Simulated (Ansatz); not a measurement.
Field-gradient calculation, with input and output: Al$_{2}$O$_{3}$ (part 2 of 2)

The same run, continued: Al$_{2}$O$_{3}$ (40 atoms in the cell); DFT, PBE, plane-wave PAW, default files, scalar-relativistic, no spin polarisation (Ansatz 0.2.0); cutoff 420 eV, 3×3×3 k-mesh, fixed occupations. The structure derives from a Materials Project entry. It belongs to a series of runs on one base structure; here: core holes.

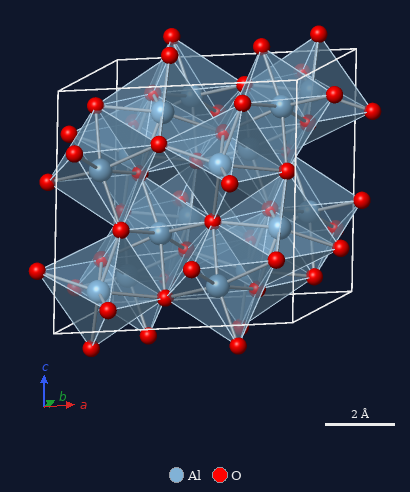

**Figure 1.** The structure (polyhedral view of the cell of the calculation, seen slightly off an axis; polyhedra are completed across the faces of the cell).

**Output, continued**
```
--- PAW observables at the nuclei: V_zz in 10²¹ V/m², potentials from the cell's mean, atoms counted from 1 ---
  atom   1  Al V_zz =    +0.536640   η = 0.0000   by run symmetry: allowed   C_q = +1.9023 MHz
            electrostatic potential = -1230.927623 V   contact ρ = 10078.427102 e/Å³
  atom   2  Al V_zz =    +0.536640   η = 0.0000   by run symmetry: allowed   C_q = +1.9023 MHz
            electrostatic potential = -1230.927623 V   contact ρ = 10078.427102 e/Å³
  atom   3  Al V_zz =    +0.536640   η = 0.0000   by run symmetry: allowed   C_q = +1.9023 MHz
            electrostatic potential = -1230.927623 V   contact ρ = 10078.427102 e/Å³
  atom   4  Al V_zz =    +0.536640   η = 0.0000   by run symmetry: allowed   C_q = +1.9023 MHz
            electrostatic potential = -1230.927623 V   contact ρ = 10078.427102 e/Å³
  atom   5  Al V_zz =    +0.536640   η = 0.0000   by run symmetry: allowed   C_q = +1.9023 MHz
            electrostatic potential = -1230.927623 V   contact ρ = 10078.427102 e/Å³
  atom   6  Al V_zz =    +0.536640   η = 0.0000   by run symmetry: allowed   C_q = +1.9023 MHz
            electrostatic potential = -1230.927623 V   contact ρ = 10078.427102 e/Å³
  atom   7  Al V_zz =    +0.536640   η = 0.0000   by run symmetry: allowed   C_q = +1.9023 MHz
            electrostatic potential = -1230.927623 V   contact ρ = 10078.427102 e/Å³
  atom   8  Al V_zz =    +0.536640   η = 0.0000   by run symmetry: allowed   C_q = +1.9023 MHz
            electrostatic potential = -1230.927623 V   contact ρ = 10078.427102 e/Å³
  atom   9  Al V_zz =    +0.536640   η = 0.0000   by run symmetry: allowed   C_q = +1.9023 MHz
            electrostatic potential = -1230.927623 V   contact ρ = 10078.427102 e/Å³
  atom  10  Al V_zz =    +0.536640   η = 0.0000   by run symmetry: allowed   C_q = +1.9023 MHz
            electrostatic potential = -1230.927623 V   contact ρ = 10078.427102 e/Å³
  atom  11  Al V_zz =    +0.536640   η = 0.0000   by run symmetry: allowed   C_q = +1.9023 MHz
            electrostatic potential = -1230.927623 V   contact ρ = 10078.427102 e/Å³
  atom  12  Al V_zz =    +0.536640   η = 0.0000   by run symmetry: allowed   C_q = +1.9023 MHz
            electrostatic potential = -1230.927623 V   contact ρ = 10078.427102 e/Å³
  atom  13  Al V_zz =    +0.536640   η = 0.0000   by run symmetry: allowed   C_q = +1.9023 MHz
            electrostatic potential = -1230.927623 V   contact ρ = 10078.427102 e/Å³
  atom  14  Al V_zz =    +0.536640   η = 0.0000   by run symmetry: allowed   C_q = +1.9023 MHz
            electrostatic potential = -1230.927623 V   contact ρ = 10078.427102 e/Å³
  atom  15  Al V_zz =    +0.536640   η = 0.0000   by run symmetry: allowed   C_q = +1.9023 MHz
            electrostatic potential = -1230.927623 V   contact ρ = 10078.427102 e/Å³
  atom  16  Al V_zz =    +0.536640   η = 0.0000   by run symmetry: allowed   C_q = +1.9023 MHz
            electrostatic potential = -1230.927623 V   contact ρ = 10078.427102 e/Å³
  atom  17  O  V_zz =    -3.999574   η = 0.5182   by run symmetry: allowed   C_q = +2.4738 MHz
            electrostatic potential = -625.057038 V   contact ρ = 2154.515440 e/Å³
  atom  18  O  V_zz =    -3.999574   η = 0.5182   by run symmetry: allowed   C_q = +2.4738 MHz
            electrostatic potential = -625.057038 V   contact ρ = 2154.515440 e/Å³
  atom  19  O  V_zz =    -3.999574   η = 0.5182   by run symmetry: allowed   C_q = +2.4738 MHz
            electrostatic potential = -625.057038 V   contact ρ = 2154.515440 e/Å³
  atom  20  O  V_zz =    -3.999574   η = 0.5182   by run symmetry: allowed   C_q = +2.4738 MHz
            electrostatic potential = -625.057038 V   contact ρ = 2154.515440 e/Å³
  atom  21  O  V_zz =    -3.999574   η = 0.5182   by run symmetry: allowed   C_q = +2.4738 MHz
            electrostatic potential = -625.057038 V   contact ρ = 2154.515440 e/Å³
  atom  22  O  V_zz =    -3.999574   η = 0.5182   by run symmetry: allowed   C_q = +2.4738 MHz
            electrostatic potential = -625.057038 V   contact ρ = 2154.515440 e/Å³
  atom  23  O  V_zz =    -3.999574   η = 0.5182   by run symmetry: allowed   C_q = +2.4738 MHz
            electrostatic potential = -625.057038 V   contact ρ = 2154.515440 e/Å³
  atom  24  O  V_zz =    -3.999574   η = 0.5182   by run symmetry: allowed   C_q = +2.4738 MHz
            electrostatic potential = -625.057038 V   contact ρ = 2154.515440 e/Å³
  atom  25  O  V_zz =    -3.999574   η = 0.5182   by run symmetry: allowed   C_q = +2.4738 MHz
            electrostatic potential = -625.057038 V   contact ρ = 2154.515440 e/Å³
  atom  26  O  V_zz =    -3.999574   η = 0.5182   by run symmetry: allowed   C_q = +2.4738 MHz
            electrostatic potential = -625.057038 V   contact ρ = 2154.515440 e/Å³
  atom  27  O  V_zz =    -3.999574   η = 0.5182   by run symmetry: allowed   C_q = +2.4738 MHz
            electrostatic potential = -625.057038 V   contact ρ = 2154.515440 e/Å³
  atom  28  O  V_zz =    -3.999574   η = 0.5182   by run symmetry: allowed   C_q = +2.4738 MHz
            electrostatic potential = -625.057038 V   contact ρ = 2154.515440 e/Å³
  atom  29  O  V_zz =    -3.999574   η = 0.5182   by run symmetry: allowed   C_q = +2.4738 MHz
            electrostatic potential = -625.057038 V   contact ρ = 2154.515440 e/Å³
  atom  30  O  V_zz =    -3.999574   η = 0.5182   by run symmetry: allowed   C_q = +2.4738 MHz
            electrostatic potential = -625.057038 V   contact ρ = 2154.515440 e/Å³
  atom  31  O  V_zz =    -3.999574   η = 0.5182   by run symmetry: allowed   C_q = +2.4738 MHz
            electrostatic potential = -625.057038 V   contact ρ = 2154.515440 e/Å³
  atom  32  O  V_zz =    -3.999574   η = 0.5182   by run symmetry: allowed   C_q = +2.4738 MHz
            electrostatic potential = -625.057038 V   contact ρ = 2154.515440 e/Å³
  atom  33  O  V_zz =    -3.999574   η = 0.5182   by run symmetry: allowed   C_q = +2.4738 MHz
            electrostatic potential = -625.057038 V   contact ρ = 2154.515440 e/Å³
  atom  34  O  V_zz =    -3.999574   η = 0.5182   by run symmetry: allowed   C_q = +2.4738 MHz
            electrostatic potential = -625.057038 V   contact ρ = 2154.515440 e/Å³
  atom  35  O  V_zz =    -3.999574   η = 0.5182   by run symmetry: allowed   C_q = +2.4738 MHz
            electrostatic potential = -625.057038 V   contact ρ = 2154.515440 e/Å³
  atom  36  O  V_zz =    -3.999574   η = 0.5182   by run symmetry: allowed   C_q = +2.4738 MHz
            electrostatic potential = -625.057038 V   contact ρ = 2154.515440 e/Å³
  atom  37  O  V_zz =    -3.999574   η = 0.5182   by run symmetry: allowed   C_q = +2.4738 MHz
            electrostatic potential = -625.057038 V   contact ρ = 2154.515440 e/Å³
  atom  38  O  V_zz =    -3.999574   η = 0.5182   by run symmetry: allowed   C_q = +2.4738 MHz
            electrostatic potential = -625.057038 V   contact ρ = 2154.515440 e/Å³
  atom  39  O  V_zz =    -3.999574   η = 0.5182   by run symmetry: allowed   C_q = +2.4738 MHz
            electrostatic potential = -625.057038 V   contact ρ = 2154.515440 e/Å³
  atom  40  O  V_zz =    -3.999574   η = 0.5182   by run symmetry: allowed   C_q = +2.4738 MHz
            electrostatic potential = -625.057038 V   contact ρ = 2154.515440 e/Å³
--- Band table (eV; the first three rows and the last of 6) ---
  k-point 0: bands = ["-11.6222", "-10.5086", "-10.5086", "-10.5086", "-9.8689", "-9.8689", "-9.8689", "-9.6668", "-9.6668", "-9.6668", "-9.4870", "-9.4870", "-9.4870", "-9.4032", "-9.2561", "-9.2561", "-9.2561", "-9.1390", "-9.1390", "-8.8366", "-8.8366", "-8.7926", "-8.7926", "-8.7926", "0.6415", "1.3791", "1.3791", "1.3791", "1.6053", "1.8088", "1.8088", "1.8088", "2.0023", "2.0023", "2.7997", "2.7997", "2.7997", "2.8725", "2.8725", "2.8725", "3.0908", "3.2191", "3.2191", "3.3126", "3.3126", "3.3126", "3.5348", "3.5348", "3.5348", "3.7181", "3.7181", "3.7181", "4.2050", "4.2267", "4.2267", "4.2267", "4.4976", "4.9285", "4.9285", "4.9285", "5.1473", "5.1473", "5.1473", "5.6969", "5.6969", "5.6969", "5.9163", "5.9163", "5.9163", "6.0110", "6.0110", "6.0799", "6.0799", "6.0799", "6.1357", "6.1357", "6.1357", "6.1490", "6.1490", "6.4187", "6.4187", "6.4187", "6.5155", "6.5155", "6.5155", "6.6835", "6.6835", "6.6835", "6.9236", "6.9236", "7.1521", "7.1521", "7.1521", "7.3552", "7.3552", "7.3838", "13.2634", "16.3255", "16.7708", "16.7708", "16.7708", "16.8966", "16.8966", "16.8966", "17.0265", "17.0265", "17.0265", "17.5580", "17.5580", "17.5580", "17.8053", "18.3300", "18.3300", "18.3300", "18.4059", "18.4059", "18.4059", "18.4570", "18.4570", "18.4570", "18.6880", "18.6880", "18.8442", "19.5692", "19.5692", "19.6631", "20.0281", "20.0281", "20.0281", "20.1233", "20.1233", "20.1233", "20.2556", "20.2556", "20.2556", "20.4622"]
  k-point 1: bands = ["-11.4471", "-10.9695", "-10.3753", "-10.3753", "-10.0189", "-10.0189", "-9.7776", "-9.7776", "-9.6094", "-9.5689", "-9.5689", "-9.4800", "-9.4523", "-9.3682", "-9.2471", "-9.2228", "-9.1621", "-9.0143", "-9.0143", "-8.9618", "-8.8226", "-8.8178", "-8.8178", "-8.8008", "0.9121", "1.3105", "1.3616", "1.5134", "1.5786", "1.5786", "1.8651", "1.8651", "1.9447", "2.1998", "2.4869", "2.4869", "2.5504", "2.6315", "2.6315", "2.6827", "2.7193", "2.9833", "3.1136", "3.3270", "3.3270", "3.4779", "3.4779", "3.5434", "3.9319", "3.9319", "3.9848", "4.1372", "4.1372", "4.4502", "4.6050", "4.7557", "4.9101", "4.9206", "5.0363", "5.0363", "5.2557", "5.2618", "5.2618", "5.3408", "5.6076", "5.6076", "5.6208", "5.7311", "5.7311", "5.7615", "5.8496", "6.0047", "6.0337", "6.1314", "6.1402", "6.1781", "6.1781", "6.2600", "6.2600", "6.4121", "6.5077", "6.5077", "6.6531", "6.6531", "6.6667", "6.6837", "6.6887", "6.6887", "6.7403", "6.9398", "7.0215", "7.0215", "7.0398", "7.0722", "7.2478", "7.3478", "14.0461", "15.5759", "16.8310", "16.8322", "16.8322", "16.9901", "16.9901", "17.1567", "17.1675", "17.1675", "17.3738", "17.3738", "17.3995", "17.4208", "17.5986", "17.5986", "17.9471", "18.1211", "18.2045", "18.3451", "18.3582", "18.3582", "18.7122", "18.8165", "18.8874", "18.8874", "18.8994", "19.0775", "19.4055", "19.4055", "19.7546", "20.0533", "20.1812", "20.3611", "20.4254", "20.4899", "20.4899", "20.5264", "20.5520", "20.6067"]
  k-point 2: bands = ["-11.2973", "-10.7842", "-10.7842", "-10.4548", "-10.2674", "-9.8920", "-9.8920", "-9.7205", "-9.6935", "-9.4998", "-9.4998", "-9.3598", "-9.3598", "-9.3393", "-9.3266", "-9.0535", "-9.0415", "-9.0415", "-9.0175", "-8.9311", "-8.8865", "-8.8865", "-8.8257", "-8.8015", "1.2968", "1.3037", "1.3037", "1.3606", "1.5549", "1.6169", "1.6169", "1.7526", "1.9695", "1.9695", "2.0869", "2.4049", "2.5345", "2.5345", "2.5447", "2.7076", "2.7201", "3.2554", "3.2554", "3.3098", "3.3999", "3.3999", "3.6503", "3.7253", "3.8547", "4.1706", "4.3693", "4.3693", "4.5100", "4.5984", "4.6238", "4.6238", "4.6454", "4.9175", "4.9761", "5.0707", "5.1229", "5.1229", "5.2106", "5.3499", "5.3499", "5.7019", "5.7399", "5.7399", "5.8108", "5.8735", "5.8735", "5.9455", "6.0300", "6.0300", "6.0748", "6.0748", "6.1216", "6.1297", "6.3344", "6.4159", "6.4273", "6.4469", "6.4469", "6.5630", "6.7513", "6.7624", "6.7624", "6.7773", "6.8122", "6.8159", "7.0578", "7.0578", "7.1394", "7.1394", "7.2083", "7.2102", "14.5540", "15.9592", "15.9592", "16.6286", "16.6286", "16.6555", "16.8279", "16.9977", "17.2386", "17.2386", "17.3354", "17.4209", "17.4209", "17.7462", "17.7501", "17.7501", "17.8001", "17.8662", "17.9857", "18.4074", "18.4074", "18.6985", "18.7704", "18.8228", "19.0707", "19.3535", "19.3535", "19.4783", "19.7719", "19.7719", "19.8941", "19.9123", "20.0133", "20.0133", "20.0143", "20.1969", "20.2010", "20.5127", "20.5670", "20.5670"]
  k-point 5: bands = ["-11.0940", "-10.7504", "-10.6524", "-10.6524", "-10.3863", "-10.2310", "-10.2310", "-9.9064", "-9.3285", "-9.3285", "-9.2683", "-9.2366", "-9.2366", "-9.2258", "-9.1905", "-9.1638", "-9.1403", "-9.1403", "-9.0374", "-8.9373", "-8.9077", "-8.8657", "-8.8657", "-8.8428", "0.9779", "1.2848", "1.2848", "1.4230", "1.4230", "1.4258", "1.6484", "1.6859", "2.0086", "2.0915", "2.0915", "2.3714", "2.4621", "2.5392", "2.5392", "3.0216", "3.2222", "3.3074", "3.4418", "3.4453", "3.4453", "3.5028", "3.6647", "3.6647", "3.6733", "4.1071", "4.1071", "4.2664", "4.3077", "4.3077", "4.4309", "4.6151", "5.0576", "5.1242", "5.1242", "5.1589", "5.1707", "5.2503", "5.2770", "5.4295", "5.4295", "5.5247", "5.5892", "5.5892", "5.5955", "5.7256", "5.7372", "5.9896", "6.0410", "6.0410", "6.0657", "6.0763", "6.0763", "6.1829", "6.2200", "6.2200", "6.5729", "6.5729", "6.5808", "6.5957", "6.5957", "6.6660", "6.8478", "6.8677", "6.9140", "6.9922", "7.0437", "7.0437", "7.1075", "7.1075", "7.1787", "7.2159", "15.2148", "15.8735", "16.1400", "16.1400", "16.4056", "16.8018", "16.8018", "16.9309", "16.9616", "16.9616", "17.2093", "17.2093", "17.3042", "17.6071", "18.0458", "18.1039", "18.1334", "18.1334", "18.4079", "18.4109", "18.4109", "18.6498", "18.7673", "18.9622", "19.1673", "19.1673", "19.2897", "19.4727", "19.5734", "19.6293", "19.6408", "19.6408", "20.0379", "20.0379", "20.0938", "20.2892", "20.4971", "20.4971", "20.5662", "20.5965"]
--- Core levels from the valence top (as output.core_levels.counted_from types it; a hole's nearest image at 7.1 Å) ---
  the holes have no spin, as output.core_levels.add_spin types it
  atom         alike  shell      binding/eV   shift/eV difference/eV images/eV   SCF
  Al 0            16     2p          72.104     +0.000        63.822    +0.887    10
  O 16            24     1s         528.120     +0.000       519.858    +0.887    10
  the dataset of Al with a 2p hole: scattering error 0.001 eV (0.004 eV in the local channel); free atom: scalar-relativistic, large and small components
  the two lines of Al's 2p: 2p1/2 +0.276 eV and 2p3/2 -0.138 eV off its levels, 1 : 2 in strength
  the dataset of O with a 1s hole: scattering error 0.001 eV (0.001 eV in the local channel); free atom: scalar-relativistic, large and small components
  Al 0 2p: no_plateau
  the highest filled level without a hole stands at 7.3838 eV, at the point (0.0000, 0.0000, 0.0000)
  Al 0 2p: the alignment adds +0.0104 eV (standard deviation 0.0556 over 20 far atoms)
  O 16 1s: the alignment adds -0.0088 eV (standard deviation 0.0479 over 19 far atoms)
  a level is its difference with the images' term at an eps_inf of [3.282, 3.282, 3.249], the alignment and the highest filled level
```
